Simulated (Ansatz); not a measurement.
## NiGe in space group Pnma: the states at the Fermi level

The calculation's input:

```yaml
crystal:
  lattice:
    - [5.381, 0.0, 0.0]
    - [0.0, 3.428, 0.0]
    - [0.0, 0.0, 5.811]
  atoms:
    - { symbol: Ni, position: [0.995, 0.75, 0.19], spin: 2.0 }
    - { symbol: Ni, position: [0.005, 0.25, 0.81], spin: 2.0 }
    - { symbol: Ni, position: [0.505, 0.25, 0.69], spin: 2.0 }
    - { symbol: Ni, position: [0.495, 0.75, 0.31], spin: 2.0 }
    - { symbol: Ge, position: [0.812, 0.75, 0.583] }
    - { symbol: Ge, position: [0.188, 0.25, 0.417] }
    - { symbol: Ge, position: [0.688, 0.25, 0.083] }
    - { symbol: Ge, position: [0.312, 0.75, 0.917] }
basis:
  ecutwfc: 420
kpoints:
  mp_grid: { grid: [8, 12, 8] }
hamiltonian:
  xc: pbe
scf:
  occupations: { method: gaussian, width: 0.05 }
output:
  forces: true
  eigenvalues: true
  eigenstates:
    nscf_kmesh: { grid: [16, 24, 14] }
    top_band: c6
    de_dk: true
    localisation: true
  stress: true
  populations: true
checkpoint:
  write: ck
  compress: false
  write_wavefunctions: false
  write_every: 100000
magnetization:
  spin_polarized: true
```

Launched as:

```sh
ansatz run input.yaml --threads 2 --pin off --max-ram 5120MiB --backend cpu --events-out ev --progress --plain --runs-dir out
```

Theory: Ansatz, DFT PBE, scalar-relativistic, plane waves, PAW; levels and slopes on a dense k mesh at the converged density. Started with collinear moments, which vanished: the result is non-magnetic and both spins have the same bands. Mesh 16×24×14, interpolated with the band slopes. Cell and positions as given, without relaxation (residual pressure 4 GPa).

## 1. The sheets

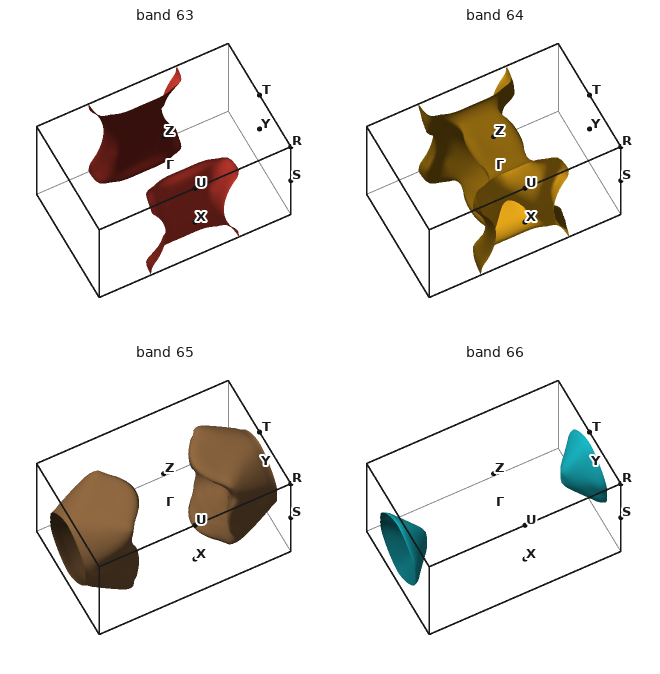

Fermi surface of this crystal. Each panel holds one band. The brighter face of a sheet looks towards empty states.

What does each sheet look like, and where are the electron and hole pockets?

Answer. Four bands cross the Fermi level; this is a three-dimensional metal.

Band 63: one open hole tube parallel to Γ–Z.
Band 64: an open sheet between a filled part that runs through the repeated zones in all directions and an empty one that does so in two.
Band 65: one electron pocket centred at Y (23 % of the zone).
Band 66: one electron pocket centred at Y (4.0 % of the zone).
A pocket cut by a face of the zone is counted once with the part on the opposite face.

## 2. Speeds

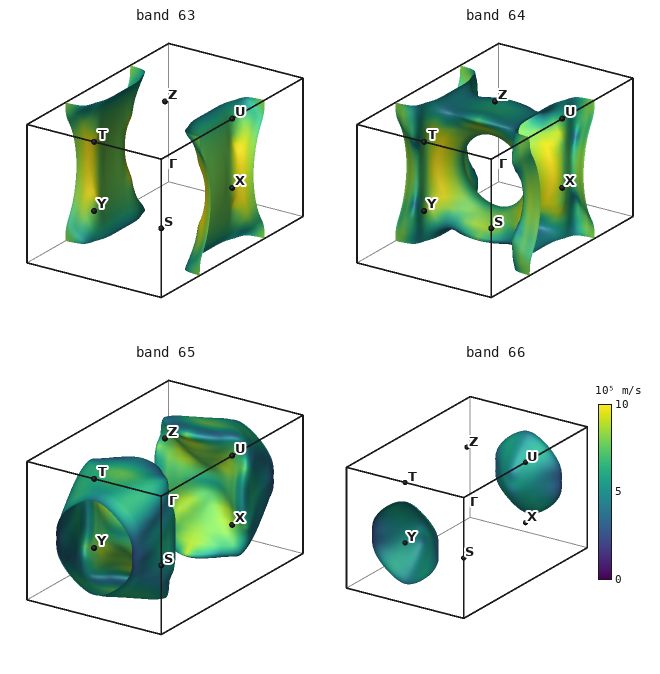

Fermi surface of this crystal, coloured by the Fermi speed.

How fast are the electrons on each sheet?

Answer. Band 63: 4.9 to 10 × 10⁵ m/s over most of the sheet, 7.4 × 10⁵ m/s on average over states. Band 64: 4.4 to 9.7 × 10⁵ m/s over most of the sheet, 6.6 × 10⁵ m/s on average over states. Band 65: 3.6 to 8.4 × 10⁵ m/s over most of the sheet, 5.7 × 10⁵ m/s on average over states. Band 66: 3.0 to 5.9 × 10⁵ m/s over most of the sheet, 4.9 × 10⁵ m/s on average over states.

Which of these bands adds most to the density of states at the Fermi level?

Answer. Band 65, with 1.0 of 2.3 states/eV per cell.

## 3. Weight on the atoms

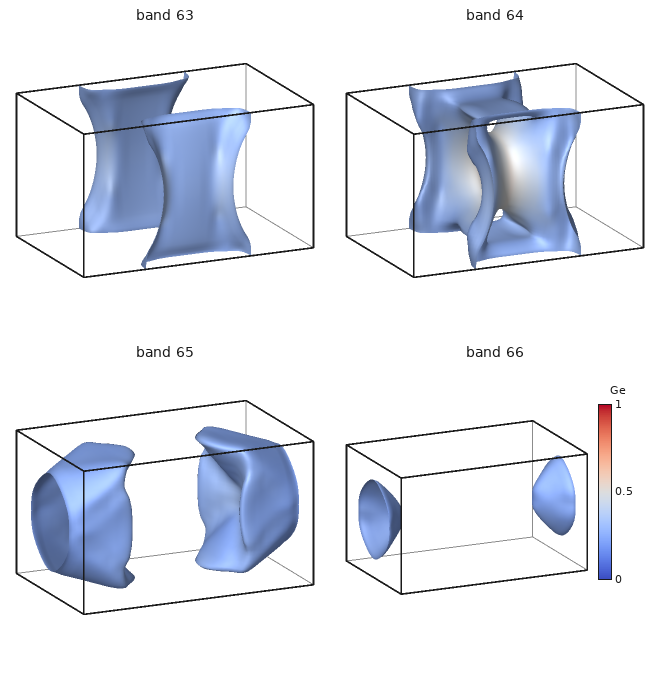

Fermi surface of this crystal, coloured by the weight of the states on Ge (Voronoi cells).

On which elements do the states at the Fermi level lie?

Answer. Band 63: Ni (70 %) and Ge (30 %). Band 64: Ni (67 %) and Ge (33 %). Band 65: Ni (73 %) and Ge (27 %). Band 66: Ni (75 %) and Ge (25 %).

## 4. Cuts and bands

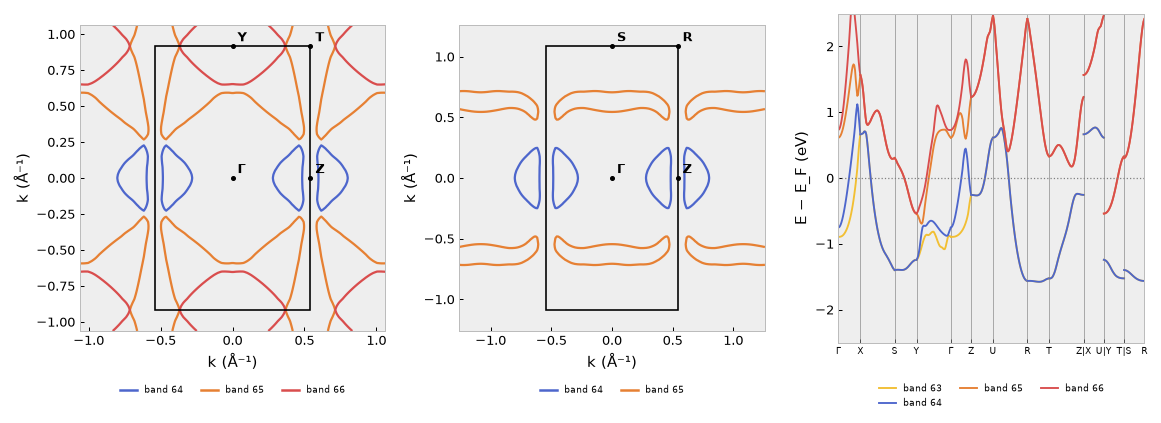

This crystal: cuts through the Fermi surface in the plane through Γ, Z and Y and the plane through Γ, Z and S, and the bands that cross the Fermi level.

For each band, read its level at the labelled points (eV from the Fermi level).

Answer.
| band | Γ | X | Z | U | Y | S |
| --- | --- | --- | --- | --- | --- | --- |
| band 63 | −0.89 | +0.66 | −0.26 | +0.61 | −1.24 | −1.40 |
| band 64 | −0.75 | +0.66 | −0.26 | +0.61 | −1.24 | −1.40 |
| band 65 | +0.61 | +1.57 | +1.23 | +2.47 | −0.54 | +0.30 |
| band 66 | +0.73 | +1.57 | +1.23 | +2.47 | −0.54 | +0.30 |

Negative values are filled states.

Necks and pockets thinner than about two mesh steps aren't resolved, so separate pockets may in truth be joined.

The run (self-consistency and the dense mesh) took 5.2 min on 2 threads of Intel(R) Xeon(R) 6975P-C (Granite Rapids) (shared host), peak memory 2.9 GiB.
